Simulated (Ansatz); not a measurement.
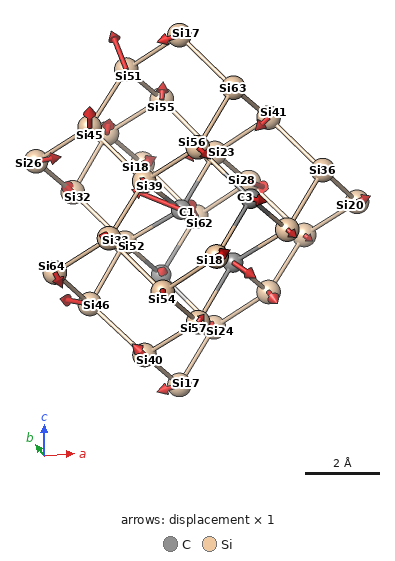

This is a relaxation of crystalline C16Si48 (a generated structure, set up in P1). The starting structure is drawn; red arrows show the displacements (the part carried along by the change of the cell is left out), at their true length.

Style: ball-and-stick. Shown: the atoms within 5.0 Å of the atom that moves most (axes of the cell of the calculation (origin shifted)), slightly off an axis.

These are results of Ansatz, DFT, PBEsol, PAW, plane waves, not measurements. Settings: plane-wave cutoff 420 eV; k-point mesh 1 × 1 × 1; mesh shifted by (0.5, 0.5, 0.5); no spin polarisation; cell relaxed at fixed shape; force threshold 0.03 eV/Å; at most 80 steps.

Describe the change and its energy.

Answer. The energy falls by 31.912 eV per cell of the calculation in 39 geometry steps. Largest force component: 6.3 eV/Å at the start, 0.013 eV/Å at the end. The pressure goes from 7.45 to −0.04 GPa. The largest move relative to the cell is that of a C atom, 1.49 Å along [−3 1 1]. Largest moves by element: C 1.49 Å, Si 1.35 Å. Cell: a = b = c 9.926 → 9.771 Å (−1.6 %). Volume −4.6 %. Some distances before and after: C–C 2.114 → 4.314 Å, C–Si 4.187 → 2.022 Å, Si–Si 2.146 → 3.637 Å, Si–Si 3.508 → 2.340 Å. New bonds form: C–Si (4.19 → 2.02 Å), Si–Si (3.52 → 2.49 Å). Bonds break: Si–Si (2.15 → 3.64 Å), Si–Si (2.20 → 3.19 Å). Among the angles between lasting bonds that change: Si–C–Si 106.0° → 143.0°, Si–Si–Si 109.2° → 79.8°, Si–Si–Si 109.3° → 85.6°. The space group stays P1 (No. 1). The run took about 30 s of wall time on a shared GPU.
